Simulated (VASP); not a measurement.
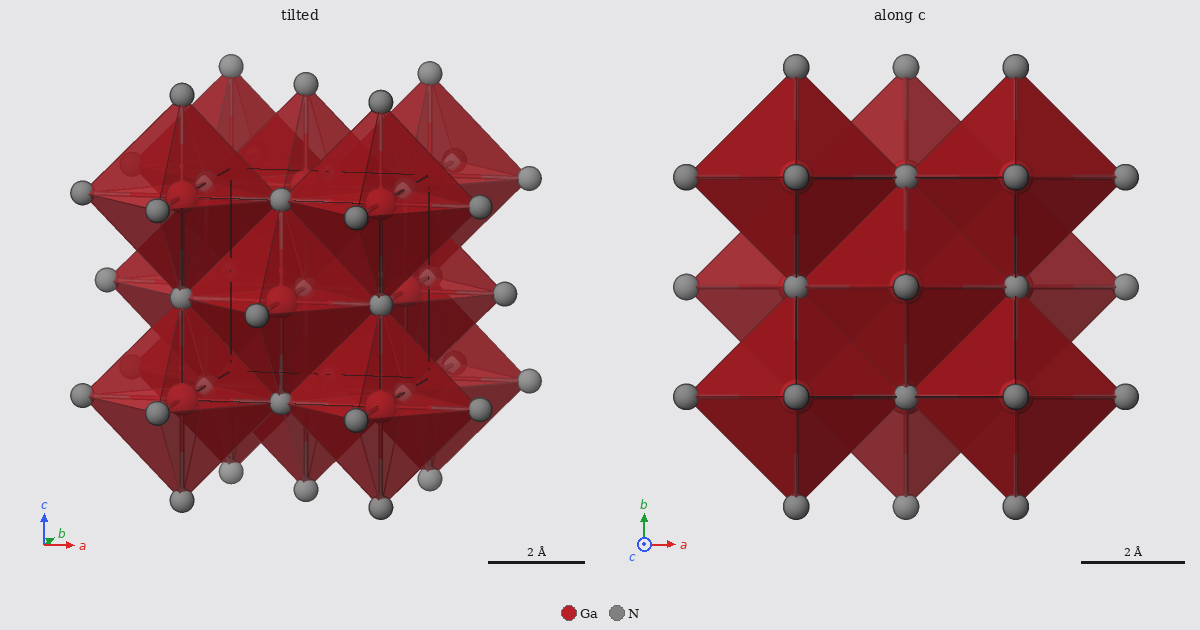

GaN, rock salt (NaCl type), space group Fm-3m (No. 225), a = 4.270 Å, b = 4.270 Å, c = 4.270 Å, α = 90.00°, β = 90.00°, γ = 90.00°. The image is a polyhedral drawing of a crystal, viewed slightly off an axis and along the c axis. The parallelepiped is the conventional unit cell. A few atoms beyond the faces are included. The cell is a structure listed in the Materials Project. Other forms of this composition are known.

One fixed geometry was run with a growing share of exact exchange in a hybrid functional. Alike in all runs: VASP 6.6.1; functional HSE(alpha, omega); VASP's PAW PBE potentials, release 64 (Ga_d, N); cutoff 520 eV; k mesh 6 × 6 × 6 on the run's cell of 2 atoms; occupations fermi-dirac, width 0.05 eV; no spin polarisation; no spin-orbit coupling.

| share of exact exchange | gap (eV) | pressure (GPa) |
| --- | --- | --- |
| 0.05 | 0.61 | -1.6 |
| 0.10 | ? | ? |
| 0.15 | 1.10 | -5.4 |
| 0.20 | 1.36 | -7.2 |
| 0.25 | 1.63 | -9.0 |
| 0.30 | 1.90 | -10.8 |
| 0.40 | 2.46 | -14.2 |
| 0.50 | 3.05 | -17.5 |

Fit a straight line to the gaps given and fill in the missing row.

The line is gap = 0.29 eV + 5.44 eV × share, which gives 0.84 eV at 0.10. The run gave 0.85 eV and a pressure of -3.6 GPa.

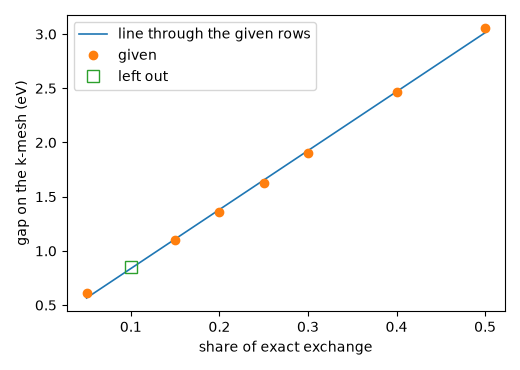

Gap against the share of exact exchange. Gaps are the least found on the k-mesh, which can miss the band edges.

Caveat: the k mesh is coarse (spacing up to 0.42 Å⁻¹), so the values aren't converged, least of all with exact exchange; the PAW data sets were made with another functional, which shifts forces and pressure a little.
